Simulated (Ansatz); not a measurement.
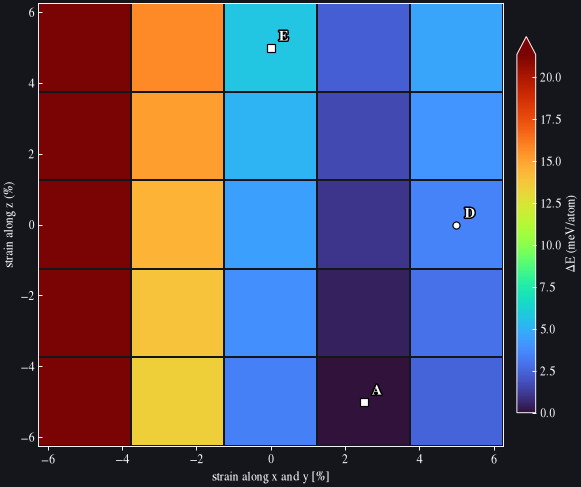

H (Cmcm, No. 63; 4 atoms in the cell). 
- The cell is strained homogeneously, by one strain along x and y and another along z, with fractional coordinates fixed (x along [1 0 0], z along [0 0 1] of the conventional cell).
- The first coordinate is: strain along x and y; the second: strain along z.
- Grid: 5 × 5 points.
- Energies: meV/atom, counted from the lowest grid point.
- The reference cell is the one listed in the database, not relaxed at this level.
- The calculation used Ansatz, DFT LDA, scalar-relativistic, plane waves, PAW. Settings: cutoff 420 eV, k-mesh 8×8×4 in the order of the run's cell vectors, gaussian smearing 0.05 eV, no spin polarisation.

The picture shows one coloured cell a grid point, one colour for all values above the top of the scale, lettered points.

**Is A the lowest point of the computed grid?**

Yes. A, at strain along x and y = 2.5 %, strain along z = −5.0 %, has the lowest energy of the grid.

**Rank the lettered points by energy, lowest first.**

A (0.0 meV/atom), D (3.4 meV/atom), E (5.7 meV/atom).
